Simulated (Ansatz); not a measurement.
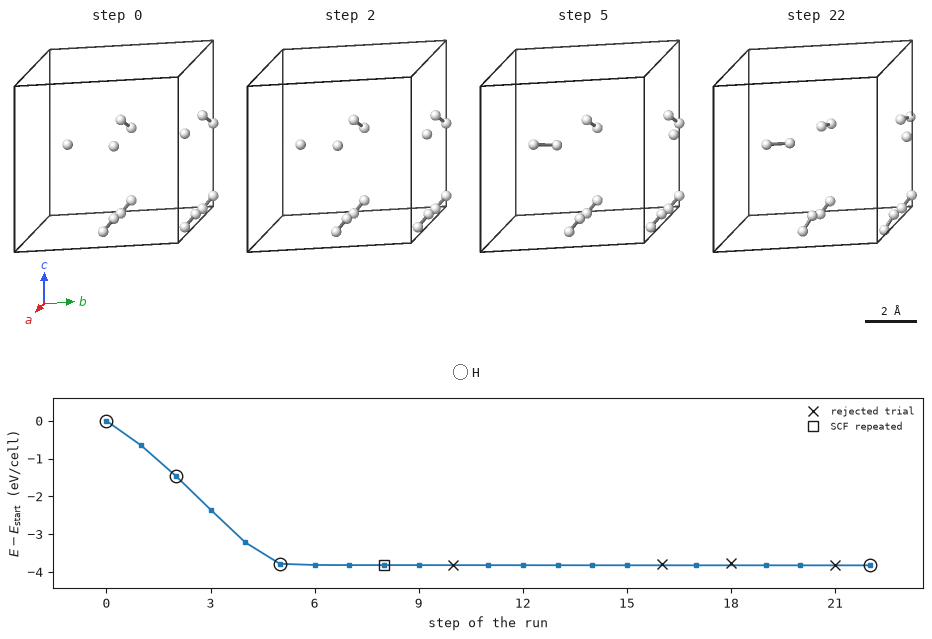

Frames of a relaxation of a defect cell of composition H (started half-way along a vacancy jump, in the symmetry of that start), marked on the history of the run. The picture is a ball-and-stick view of the cell of the calculation (origin shifted), seen slightly off an axis.

Theory: Ansatz 0.2.0, DFT PBE, scalar-relativistic, plane waves, PAW.

Input file:
```yaml
crystal:
  lattice:
    - [-3.546018561, 5.7024651004, 0.0]
    - [-3.546018561, -5.7024651004, 0.0]
    - [0.0, 0.0, 6.7754939042]
  atoms:
    - { symbol: H, position: [0.2230252503, 0.7769747496, 0.9682905643] }
    - { symbol: H, position: [0.7230252503, 0.2769747496, 0.9682905643] }
    - { symbol: H, position: [0.7230252503, 0.7769747496, 0.9682905643] }
    - { symbol: H, position: [0.2769747496, 0.2230252503, 0.0317094357] }
    - { symbol: H, position: [0.25, 0.5, 0.0] }
    - { symbol: H, position: [0.7769747496, 0.2230252503, 0.0317094357] }
    - { symbol: H, position: [0.7769747496, 0.7230252503, 0.0317094357] }
    - { symbol: H, position: [0.2769747496, 0.2230252503, 0.4682905643] }
    - { symbol: H, position: [0.2769747496, 0.7230252503, 0.4682905643] }
    - { symbol: H, position: [0.7769747496, 0.2230252503, 0.4682905643] }
    - { symbol: H, position: [0.7769747496, 0.7230252503, 0.4682905643] }
    - { symbol: H, position: [0.2230252503, 0.2769747496, 0.5317094357] }
    - { symbol: H, position: [0.2230252503, 0.7769747496, 0.5317094357] }
    - { symbol: H, position: [0.7230252503, 0.2769747496, 0.5317094357] }
    - { symbol: H, position: [0.7230252503, 0.7769747496, 0.5317094357] }
basis:
  ecutwfc: 420
kpoints:
  mp_grid: { grid: [4, 4, 4] }
hamiltonian:
  xc: pbe
scf:
  occupations: { method: gaussian, width: 0.05 }
output:
  forces: true
  stress: true
  eigenvalues: true
relax:
  adjacent_minimum: "off"
  f_tol: 0.02
  max_steps: 60
  escape_saddle: false
```

Run as
```bash
ansatz run input.yaml --threads 4 --pin off --max-ram 9216MiB --backend cpu --events-out ev --progress --plain --runs-dir out
```

**What happens along the run?**

The largest moves, 1.10 Å, are those of H1 and H4. H1 goes along [1 −3 1]. The cell doesn't change. Some distances before and after: H1–H5 1.959 → 0.934 Å. After 17 accepted moves (22 points after the start) the energy has fallen by 3.823 eV per cell of the calculation. The largest force component goes from 1.3 to 0.017 eV/Å. The line search rejected the trial steps at points 10, 16, 18, 21 of the run. 1 step only repeated the SCF at the same geometry. The forces were under the threshold at step 7, but the run went on from there. From step 0 to 2: H atoms move most (0.39 Å), energy −1.457 eV per cell of the calculation. From step 2 to 5: H atoms move most (0.59 Å), energy −2.326 eV per cell of the calculation. From step 5 to 22: H atoms move most (0.28 Å), energy −40.3 meV per cell of the calculation.

```json
{"step": "0", "E − E(0), meV/atom": "0.00", "largest force component, eV/Å": "1.2866", "note": ""}
{"step": "1", "E − E(0), meV/atom": "-43.33", "largest force component, eV/Å": "1.6715", "note": ""}
{"step": "2", "E − E(0), meV/atom": "-97.14", "largest force component, eV/Å": "1.9505", "note": ""}
{"step": "3", "E − E(0), meV/atom": "-156.58", "largest force component, eV/Å": "2.0540", "note": ""}
{"step": "4", "E − E(0), meV/atom": "-214.34", "largest force component, eV/Å": "1.7755", "note": ""}
{"step": "5", "E − E(0), meV/atom": "-252.20", "largest force component, eV/Å": "0.5720", "note": ""}
{"step": "6", "E − E(0), meV/atom": "-254.21", "largest force component, eV/Å": "0.1994", "note": ""}
{"step": "7", "E − E(0), meV/atom": "-254.46", "largest force component, eV/Å": "0.0140", "note": ""}
{"step": "8", "E − E(0), meV/atom": "-254.46", "largest force component, eV/Å": "0.0136", "note": "same geometry, SCF repeated"}
{"step": "9", "E − E(0), meV/atom": "-254.50", "largest force component, eV/Å": "0.0161", "note": ""}
{"step": "10", "E − E(0), meV/atom": "-254.50", "largest force component, eV/Å": "0.1302", "note": "rejected"}
{"step": "11", "E − E(0), meV/atom": "-254.57", "largest force component, eV/Å": "0.0793", "note": ""}
{"step": "12", "E − E(0), meV/atom": "-254.63", "largest force component, eV/Å": "0.0559", "note": ""}
{"step": "13", "E − E(0), meV/atom": "-254.69", "largest force component, eV/Å": "0.0706", "note": ""}
{"step": "14", "E − E(0), meV/atom": "-254.72", "largest force component, eV/Å": "0.1117", "note": ""}
{"step": "15", "E − E(0), meV/atom": "-254.76", "largest force component, eV/Å": "0.0661", "note": ""}
{"step": "16", "E − E(0), meV/atom": "-253.34", "largest force component, eV/Å": "0.5619", "note": "rejected"}
{"step": "17", "E − E(0), meV/atom": "-254.81", "largest force component, eV/Å": "0.0044", "note": ""}
{"step": "18", "E − E(0), meV/atom": "-250.04", "largest force component, eV/Å": "1.3203", "note": "rejected"}
{"step": "19", "E − E(0), meV/atom": "-254.83", "largest force component, eV/Å": "0.0586", "note": ""}
{"step": "20", "E − E(0), meV/atom": "-254.86", "largest force component, eV/Å": "0.0433", "note": ""}
{"step": "21", "E − E(0), meV/atom": "-254.15", "largest force component, eV/Å": "0.5860", "note": "rejected"}
{"step": "22", "E − E(0), meV/atom": "-254.89", "largest force component, eV/Å": "0.0167", "note": ""}
```

Limits of the set-up: the periodic images lie only 6.7 Å apart, so the values are limited by the cell's size.
